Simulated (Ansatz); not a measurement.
Rb: several calculations on one system

**1. Relaxation**

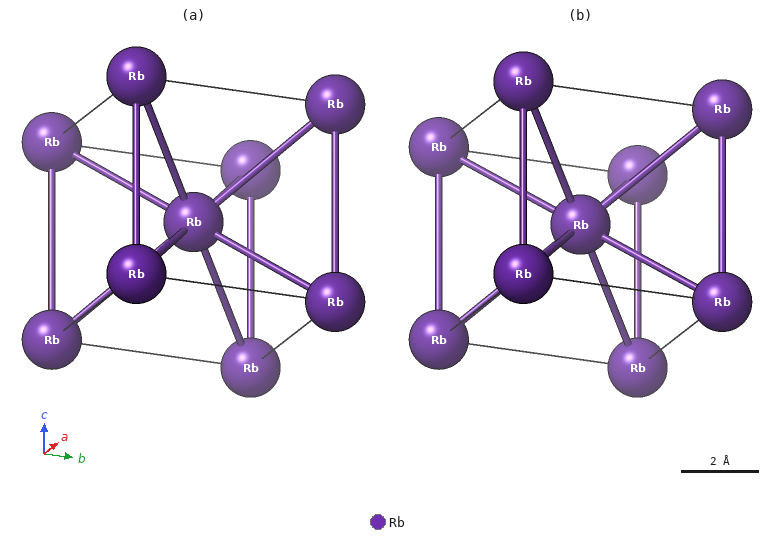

The structure of a crystal of Rb (set up in I4/mmm) before (left) and after (right) a relaxation, at one scale.

Style: ball-and-stick. Shown: the cell of the calculation, from a free direction.

Case: biaxial strain in the a-b plane of +2.0 %; c and atoms relaxed.

These are results of DFT PBEsol, scalar-relativistic, plane waves, PAW in Ansatz 0.2.0, not measurements. Settings: plane-wave cutoff 420 eV; k-point mesh 10 × 10 × 10; occupations gaussian; smearing width 0.1 eV; no spin polarisation; cell relaxed at fixed a, b, gamma; force threshold 0.008 eV/Å; at most 40 steps.

### Describe what moved and what it gained.

Over 3 accepted moves (4 points after the start) the energy falls by 0.7 meV per atom. All forces vanish by symmetry, so only the cell relaxes. The pressure goes from −0.08 to −0.01 GPa. At 1 point the geometry stayed and the basis and grid were re-selected for the new cell (energy shift of less than 0.05 meV per atom at most each time). No atom moves by more than 0.005 Å relative to the cell. The volume changes by −2.5 %, with a = b unchanged at 5.683 Å, c 5.505 → 5.365 Å (−2.5 %). Some distances before and after: Rb–Rb 5.505 → 5.365 Å, Rb–Rb 4.871 → 4.832 Å. The space group stays I4/mmm (No. 139). Cost: 2.2 min on 1 thread of Arm Neoverse N1 (shared host), peak memory 0.55 GiB.

**2. Relaxation**

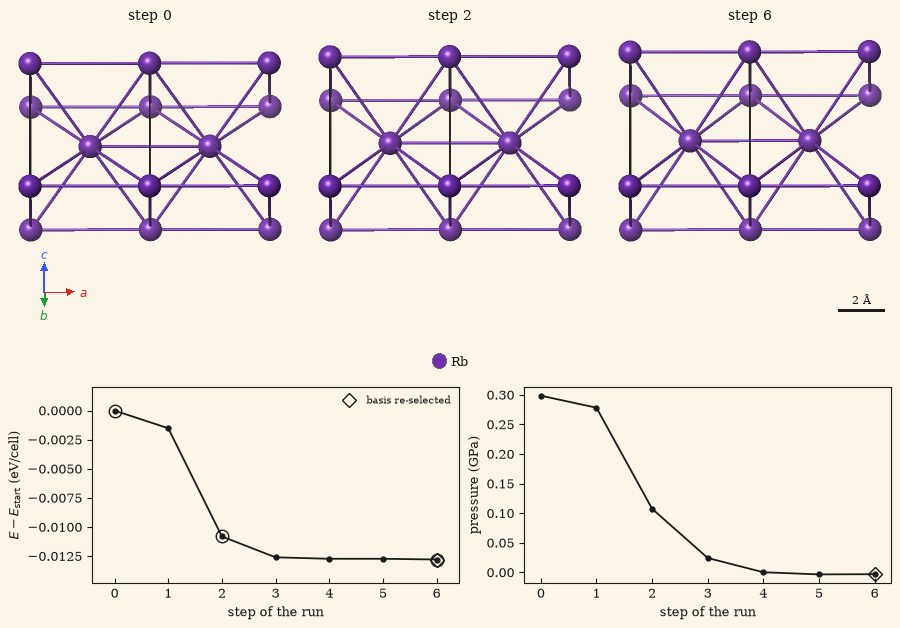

Frames of a relaxation of a crystal of Rb (set up in I4/mmm), marked on the history of the run. The picture is a ball-and-stick view of the cell of the calculation, repeated 2 × 1 × 1 with one cell outlined, seen from a free direction.

Case: biaxial strain in the a-b plane of -6.0 %; c and atoms relaxed.

All numbers below come from DFT PBEsol, scalar-relativistic, plane waves, PAW (Ansatz 0.2.0).

Input
```yaml
crystal:
  lattice:
    - [5.2375372358, 0.0, 0.0]
    - [0.0, 5.2375372358, 0.0]
    - [0.0, 0.0, 5.7724346556]
  atoms:
    - { symbol: Rb, position: [0.0, 0.0, 0.0] }
    - { symbol: Rb, position: [0.5, 0.5, 0.5] }
basis:
  ecutwfc: 420
kpoints:
  mp_grid: { grid: [10, 10, 10] }
hamiltonian:
  xc: pbesol
scf:
  occupations: { method: gaussian, width: 0.1 }
output:
  forces: true
  stress: true
  eigenvalues: true
relax:
  adjacent_minimum: "off"
  f_tol: 0.008
  max_steps: 40
  cell: { stress_tol: 0.015, fix: [a, b, gamma] }
```

Run as
```bash
ansatz run input.yaml --threads 1 --pin off --max-ram 2560MiB --backend cpu --events-out ev --progress --plain --runs-dir out
```

> What happens along the run?

Over 5 accepted moves (6 points after the start) the energy falls by 12.8 meV per cell of the calculation. All forces vanish by symmetry, so only the cell relaxes. The pressure goes from 0.30 to 0.00 GPa. At 1 point the geometry stayed and the basis and grid were re-selected for the new cell (energy shift of 0.1 meV per cell of the calculation at most each time). No atom moves by more than 0.005 Å relative to the cell. Cell: a = b unchanged at 5.238 Å, c 5.772 → 6.306 Å (+9.2 %). Volume +9.2 %. Among the contacts that change: Rb1–Rb2 4.695 → 4.864 Å. The space group stays I4/mmm (No. 139). The run took 2.8 min on 1 thread of Arm Neoverse N1, on a shared host, peak memory 0.54 GiB. From step 0 to 2: volume +5.4 %, energy −10.8 meV per cell of the calculation. From step 2 to 6: volume +3.7 %, energy −2.0 meV per cell of the calculation.

```json
{"step": "0", "E − E(0), meV/atom": "0.00", "pressure, GPa": "0.30", "volume, Å³/atom": "79.174", "note": ""}
{"step": "1", "E − E(0), meV/atom": "-0.76", "pressure, GPa": "0.28", "volume, Å³/atom": "79.580", "note": ""}
{"step": "2", "E − E(0), meV/atom": "-5.40", "pressure, GPa": "0.11", "volume, Å³/atom": "83.439", "note": ""}
{"step": "3", "E − E(0), meV/atom": "-6.30", "pressure, GPa": "0.02", "volume, Å³/atom": "85.681", "note": ""}
{"step": "4", "E − E(0), meV/atom": "-6.36", "pressure, GPa": "0.00", "volume, Å³/atom": "86.388", "note": ""}
{"step": "5", "E − E(0), meV/atom": "-6.36", "pressure, GPa": "0.00", "volume, Å³/atom": "86.497", "note": ""}
{"step": "6", "E − E(0), meV/atom": "-6.39", "pressure, GPa": "0.00", "volume, Å³/atom": "86.497", "note": "same geometry, new basis"}
```

**3. A change**

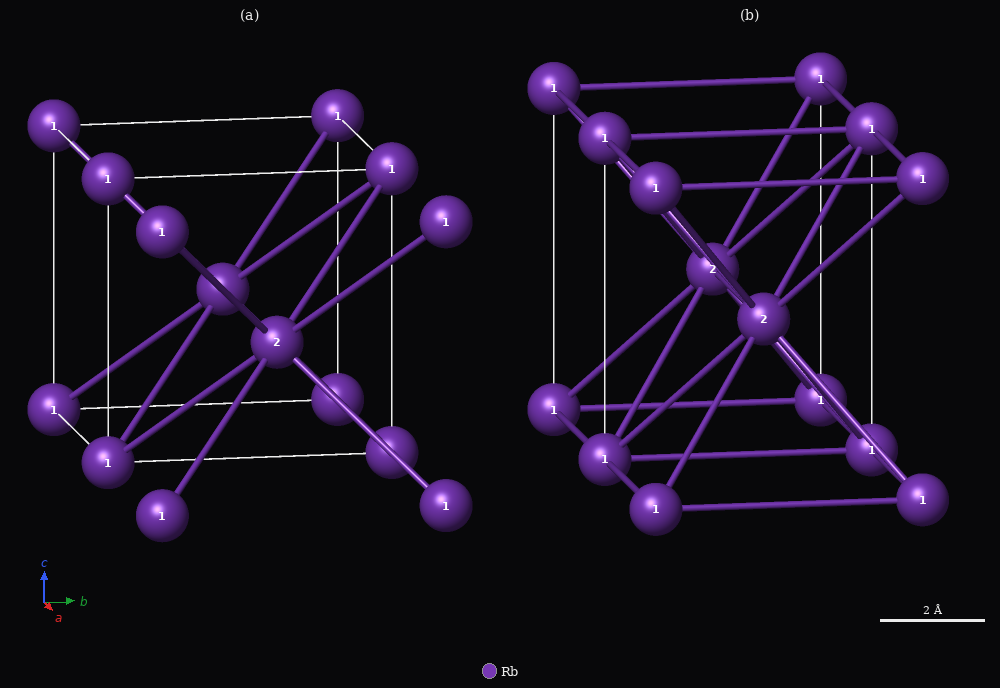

Left: a crystal of Rb (set up in Im-3m). Right: the same structure after one change, at the same scale. The picture is a ball-and-stick view of the cell of the calculation, repeated 2 × 1 × 1 with one cell outlined, seen slightly off an axis.

The calculation used DFT PBEsol, scalar-relativistic, plane waves, PAW in Ansatz. Settings: plane-wave cutoff 420 eV; k-point mesh 10 × 10 × 10; occupations gaussian; smearing width 0.1 eV; no spin polarisation.

> What distinguishes the right structure from the left one?

Biaxial strain in the a–b plane, −6.0 %, is applied. The c axis and the atoms are relaxed.

> And its effect?

The energy changes by less than 1 meV per atom. The drawn cell changes at constant volume: a = b 5.572 → 5.238 Å (−6.0 %), c 5.572 → 6.306 Å (+13.2 %). No atom moves by more than 0.005 Å relative to the cell. Among the bonded contacts that change: Rb–Rb 5.572 → 5.238 Å, Rb–Rb 4.825 → 4.864 Å. The space group (tolerance 0.01 Å) goes from Im-3m (No. 229) to I4/mmm (No. 139).
